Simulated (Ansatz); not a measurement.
# Mn$_{3}$Si: band-structure calculation (part 2 of 2)

The same run, continued: Mn$_{3}$Si (Fm-3m, 4 atoms in the cell); DFT r2SCAN, scalar-relativistic, plane waves, PAW, spin-polarised (Ansatz 0.2.0); cutoff 500 eV, 14×14×14 k-mesh, Gaussian smearing of 0.1 eV, collinear spins. The structure derives from an entry of the Crystallography Open Database.

Geometry of the input (Å; fractional positions):
```
0.0000  2.8211  2.8211
2.8211  0.0000  2.8211
2.8211  2.8211  0.0000
Mn 0.5000  0.5000  0.5000
Mn 0.2500  0.2500  0.2500
Mn 0.7500  0.7500  0.7500
Si 0.0000  0.0000  0.0000
```

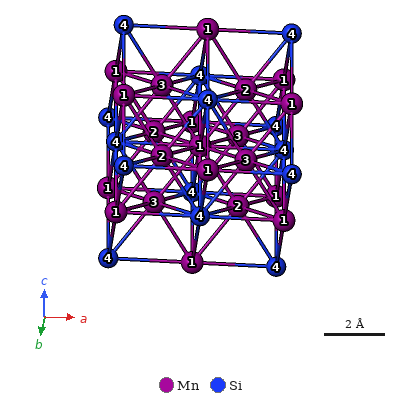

Figure 1. The structure as given in the input (ball-and-stick view of the cell 4 times as large as that of the calculation, set on its symmetry axes, seen at an oblique angle; atoms are numbered from 1 in the order of the input).

Output, continued
```
--- Stress (GPa, compression-positive) ---
        0.274590      -0.000000       0.000000
       -0.000000       0.274590      -0.000000
        0.000000      -0.000000       0.274590
  P = ⅓ Tr σ = 0.2746 GPa (2.746 kbar)
--- Band table (eV; the first three rows and the last of 208) ---
  k-point 0 ↑: bands = ["-66.1829", "-63.1974", "-63.1656", "-33.6847", "-33.6847", "-33.6847", "-30.7410", "-30.7410", "-30.7410", "-30.6265", "-30.6265", "-30.6265", "6.0951", "13.5001", "13.5001", "14.2085", "14.2085", "14.2085", "14.8677", "14.8677", "14.8677", "17.6716", "17.6716", "19.2991", "19.2991", "19.2991", "19.5970", "19.5970", "22.2705", "23.3898", "23.3898", "23.3898", "24.2837", "24.2837", "24.2837"]
  k-point 1 ↑: bands = ["-66.1829", "-63.1970", "-63.1660", "-33.6849", "-33.6849", "-33.6848", "-30.7395", "-30.7395", "-30.7389", "-30.6291", "-30.6278", "-30.6278", "6.1699", "13.4306", "13.4306", "14.0968", "14.3425", "14.3425", "14.8452", "14.8663", "14.8663", "17.6597", "17.6597", "19.1933", "19.2015", "19.2015", "19.6062", "19.6062", "22.3070", "23.3054", "23.3442", "23.3442", "24.1777", "24.3360", "24.3360"]
  k-point 2 ↑: bands = ["-66.1826", "-63.1960", "-63.1673", "-33.6856", "-33.6856", "-33.6849", "-30.7351", "-30.7351", "-30.7329", "-30.6363", "-30.6318", "-30.6318", "6.3905", "13.3080", "13.3080", "13.7711", "14.6489", "14.6489", "14.7861", "14.8679", "14.8679", "17.6263", "17.6263", "18.9525", "18.9800", "18.9800", "19.5726", "19.5726", "22.2175", "22.7945", "23.2505", "23.2505", "24.4035", "24.4035", "24.5622"]
  k-point 103 ↓: bands = ["-64.6475", "-64.6451", "-61.7511", "-32.2517", "-32.2291", "-32.1883", "-32.1566", "-32.0960", "-32.0934", "-29.2655", "-29.2596", "-29.2498", "9.1439", "12.1276", "12.6523", "13.7072", "14.6021", "15.8393", "15.9000", "16.0236", "16.0774", "16.1282", "16.6180", "16.8032", "19.4129", "19.4891", "19.5314", "19.6543", "20.1907", "20.2619", "20.6165", "24.9397", "26.3864", "26.7261", "27.4511"]
--- Löwdin populations: 4 sites ---
  site symbol       q [e]    m [muB]
     0     Mn     14.4157     3.2872
     1     Mn     14.7235    -1.1866
     2     Mn     14.7235    -1.1866
     3     Si      4.5347     0.1113
  spilling = 0.012299 (of n_electrons = 49.000000)
--- Bader charges: 4 sites ---
  site symbol  charge [e]  shift [e]    m [muB]
     0     Mn      0.4704     0.0005     3.2112
     1     Mn     -0.0445     0.0016    -1.1511
     2     Mn     -0.0445     0.0016    -1.1511
     3     Si     -0.3813     0.0038     0.0910
  estimated error of the sums over rays = 7.7e-4 e
```

File bader_charges.tsv
```
# site	symbol	x_ang	y_ang	z_ang	partial_charge_e	electrons	volume_ang3	relative_density_drop	shared_charge_e	partial_wave_shift_e	spin_moment_mub
# quadrature_error_electrons = 7.7e-4
0	Mn	2.8211	2.8211	2.8211	0.47035	24.52965	9.84	-	0.47035	0.00055	3.21120
1	Mn	1.4106	1.4106	1.4106	-0.04453	25.04453	11.06	-	-0.04453	0.00163	-1.15108
2	Mn	4.2317	4.2317	4.2317	-0.04453	25.04453	11.06	-	-0.04453	0.00163	-1.15108
3	Si	0.0000	0.0000	0.0000	-0.38129	14.38129	12.94	-	-0.38129	0.00381	0.09096
```

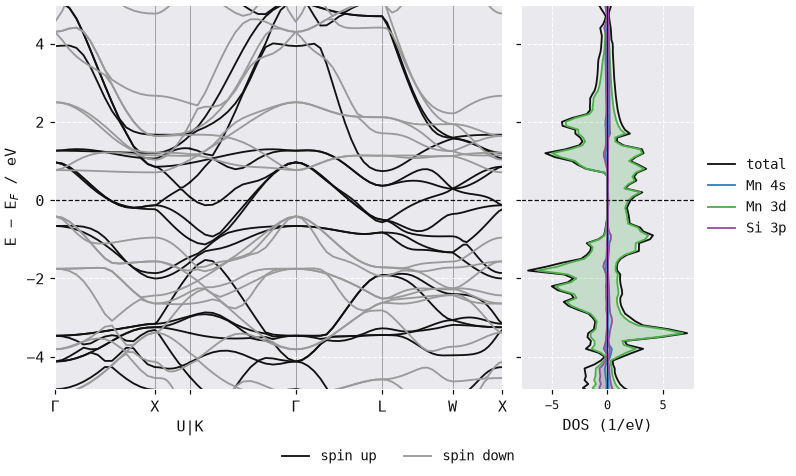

Figure 2. Band structure along Γ–X–U|K–Γ–L–W–X and density of states (projected on Löwdin-orthogonalised atomic shells), with energies from the Fermi level. One spin channel is metallic and the other has a gap: a half-metal.

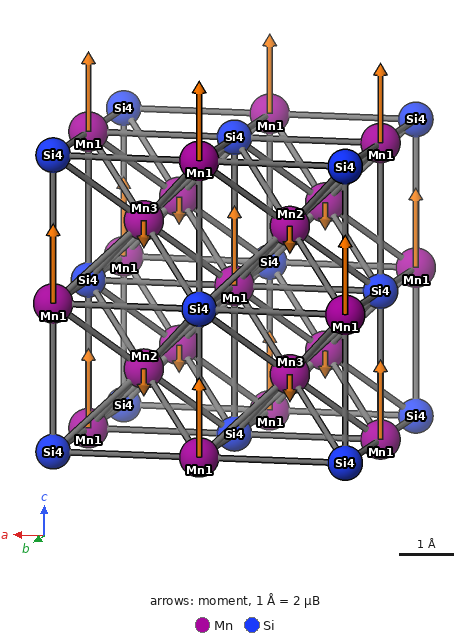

Figure 3. Magnetic moments of the sites as orange arrows (ball-and-stick view of the cell 4 times as large as that of the calculation, set on its symmetry axes, seen at an oblique angle; atoms are numbered from 1 in the order of the input); small moments hardly show. The run is collinear, so the axis drawn is arbitrary. Site moments: Mn1 (3.08 μB); Mn2, Mn3 (−1.09 μB); Si4 (0.07 μB). They are counted near the atoms and needn't add up to the moment of the cell.

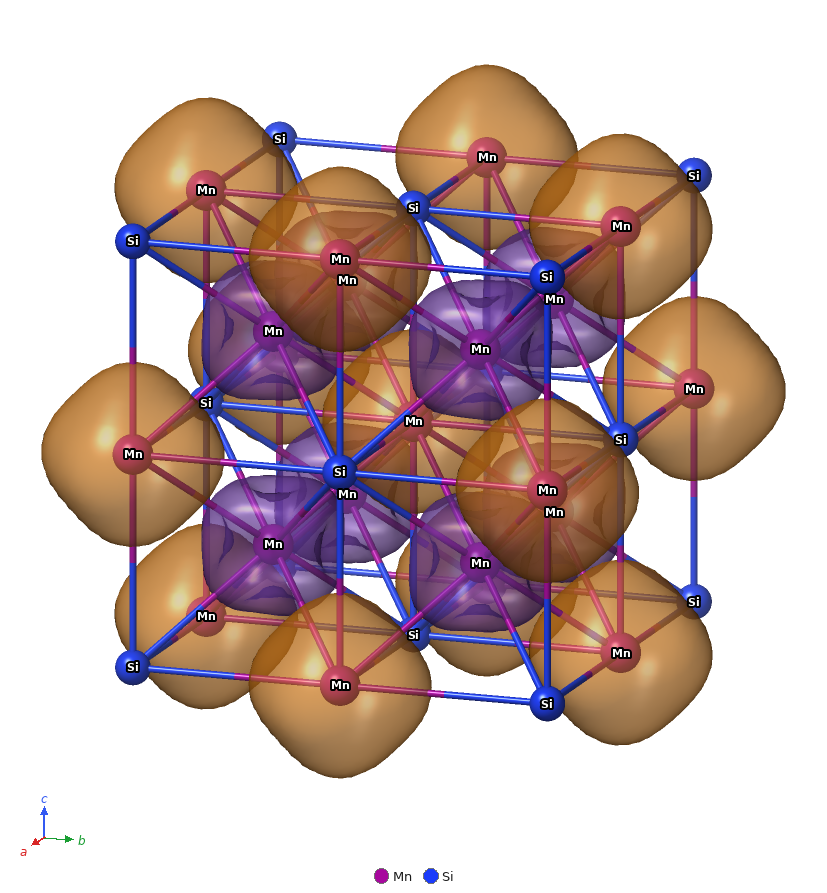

Figure 4. Isosurfaces of the spin density at +0.06 (orange) and −0.06 e/Å³ (purple), seen slightly off an axis. Sticks mark near contacts. The outline is the cell set on symmetry axes of the magnetic structure. The spin density sits on Mn: +3.1 μB (×4) and −1.1 μB (×8) in one cell of 16 atoms: ferrimagnetic. The cell of the calculation (4 atoms) carries 1.0 μB net. Core electrons are frozen (PAW), so the fields are smoothed inside the atomic spheres.

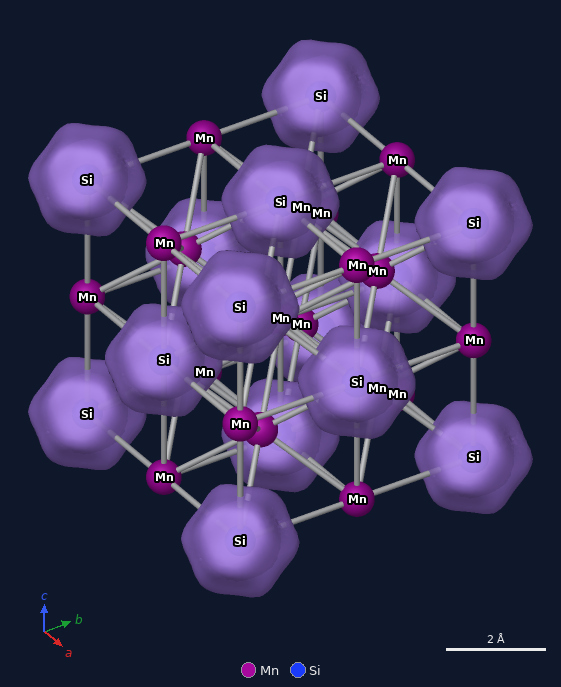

Figure 5. Isosurface of the ELF at 0.6 (purple), seen at an oblique angle. Only the valence region is drawn (cores and ρ < 0.01 e/Å³ removed). Sticks mark near contacts. The outline is the cell set on symmetry axes of the magnetic structure. Along the contacts the grid gives the following. Mn–Mn (2.44 Å): the ELF is about 0.30 at the midpoint; no localised pair between them. Mn–Si (2.44 Å): the ELF is about 0.40 at the midpoint.

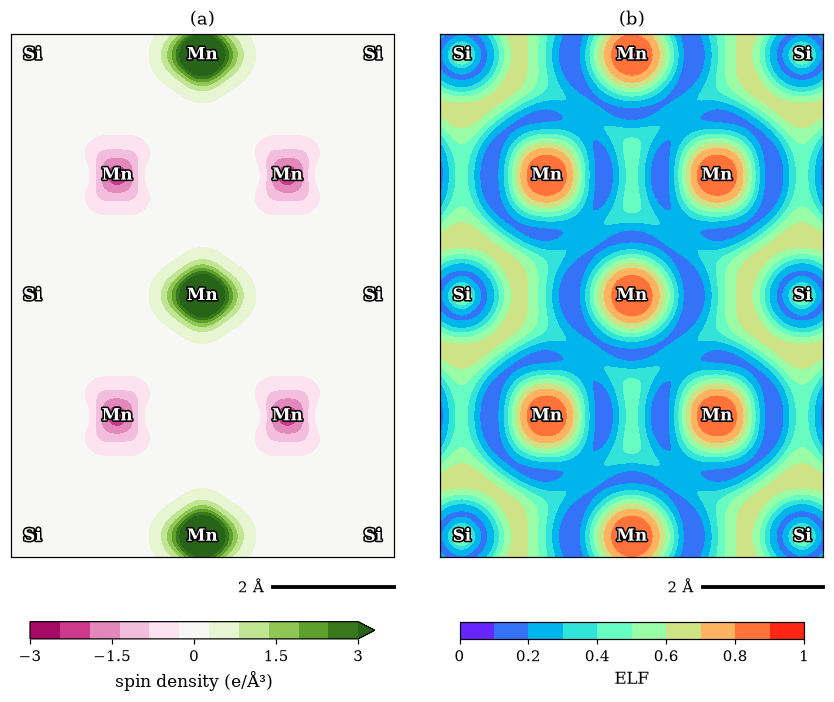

Figure 6. (a) magnetisation density (up minus down); (b) electron localisation function on the (011) plane of the conventional cell of the magnetic structure. Atoms in the plane: Mn and Si. Mn–Mn (2.44 Å): the ELF is about 0.30 at the midpoint; no shared electron pair. Mn–Si (2.44 Å): the ELF is about 0.40 at the midpoint. Mn–Si (2.82 Å): the ELF is about 0.40 at the midpoint. The strong features right at Mn lie inside the PAW spheres (semicore, d or f shells) and say nothing about bonding. The spin density sits on Mn: +3.1 μB (×4) and −1.1 μB (×8) in one cell of 16 atoms: ferrimagnetic. The cell of the calculation (4 atoms) carries 1.0 μB net.

Results in brief

- outcome: converged
- space group (tolerance 0.01 Å): Fm-3m (225)
- electrons treated: 49
- free energy: −12351.8869 eV
- Fermi energy: 18.333 eV
- gap on the k-point mesh: none (metallic)
- net moment of the cell: 1.00 μB
- integrated absolute moment: 5.66 μB
- pressure: 0.27 GPa
- largest force (length of the vector): under 0.001 eV/Å
- wall time: 3.3 min
- peak memory: 0.78 GiB

Remarks

The electronic state found may not be the lowest one. Notes on the run: the state was not tested for a lower one.
